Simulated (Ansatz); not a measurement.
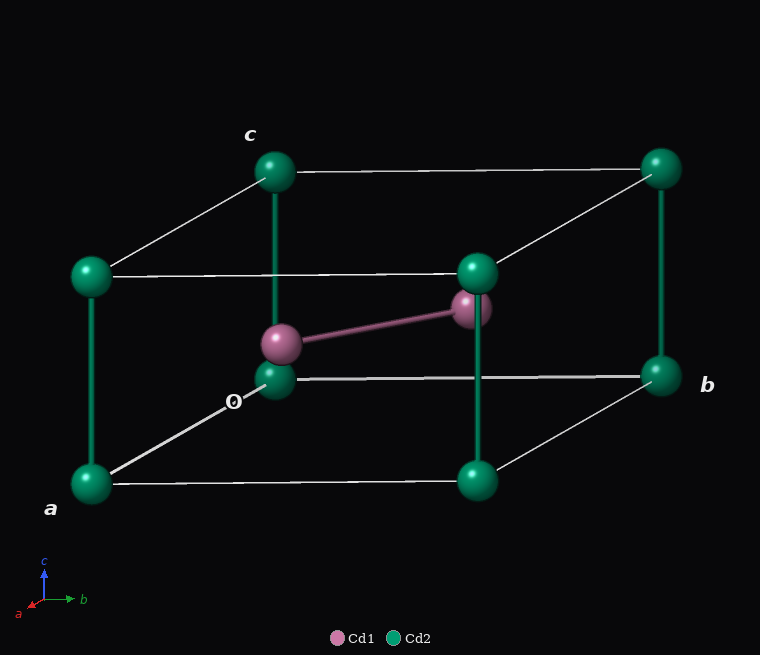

Crystal: Cd, the geometry relaxed with DFT PBE, scalar-relativistic, plane waves, PAW (Ansatz); the starting structure was generated, so it need not be a known form of this composition. One unit cell; atoms that symmetry makes equivalent share a colour (atoms on faces, edges and corners are repeated). Symmetry computed with spglib at a tolerance of 0.002 Å; standard conventional cell.

a = 5.266 Å, b = 5.266 Å, c = 2.969 Å, α = 90.00°, β = 90.00°, γ = 120.00°; space group No. 191, P6/mmm.

One atom of each site: Cd1 (1/3, 2/3, 1/2); Cd2 (0, 0, 0).

Give the multiplicity, Wyckoff letter and site symmetry of each site.

Answer.
| site | Wyckoff | symmetry |
| --- | --- | --- |
| Cd1 | 2d | -6m2 |
| Cd2 | 1a | 6/mmm |

How many free positional parameters does the structure have?

Answer. 0: Cd1 0, Cd2 0.
